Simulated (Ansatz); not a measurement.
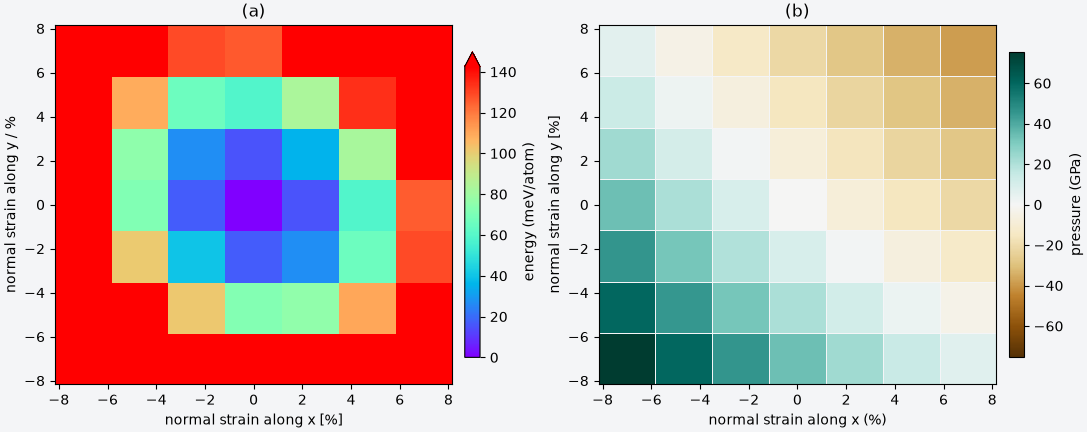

C (Fmmm, No. 69; 4 atoms in the cell). The energy is mapped over two homogeneous strains (x along [1 0 0], y along [0 1 0], z along [0 0 1] of the conventional cell). The first coordinate is: normal strain along x; the second: normal strain along y. Nothing is relaxed (fractional coordinates fixed). The scan uses a 7 × 7 grid. Points are written as (first, second). Energies: meV/atom, counted from the lowest grid point. The lowest point has no gap; 32 points of the grid have one on the k-mesh. All numbers below come from DFT PBEsol, scalar-relativistic, plane waves, PAW (Ansatz). Settings: cutoff 520 eV, k-mesh 18×18×6 in the order of the run's cell vectors, gaussian smearing 0.15 eV, no spin polarisation.

Panel (a) is the energy; panel (b) is the computed pressure, in GPa.

The picture shows one coloured cell a grid point, one colour for all values above the top of the scale.

### How does the pressure vary over the map, and what is it at the lowest grid point?

It runs from −38 GPa at (7.00 %, 7.00 %) to 75 GPa at (−7.00 %, −7.00 %). At the lowest grid point, (0.00 %, 0.00 %), it is 0 GPa.

| normal strain along y ↓, normal strain along x → | −7.00 | −4.67 | −2.33 | 0.00 | 2.33 | 4.67 | 7.00 |
| --- | --- | --- | --- | --- | --- | --- | --- |
| 7.00 | 6 | −5 | −14 | −21 | −28 | −34 | −38 |
| 4.67 | 14 | 3 | −7 | −15 | −23 | −29 | −34 |
| 2.33 | 23 | 11 | 1 | −8 | −16 | −23 | −28 |
| 0.00 | 34 | 21 | 10 | 0 | −8 | −15 | −21 |
| −2.33 | 46 | 32 | 20 | 10 | 1 | −7 | −13 |
| −4.67 | 60 | 45 | 32 | 21 | 11 | 3 | −4 |
| −7.00 | 75 | 60 | 46 | 34 | 24 | 15 | 7 |

PAW datasets: the set soft_1.
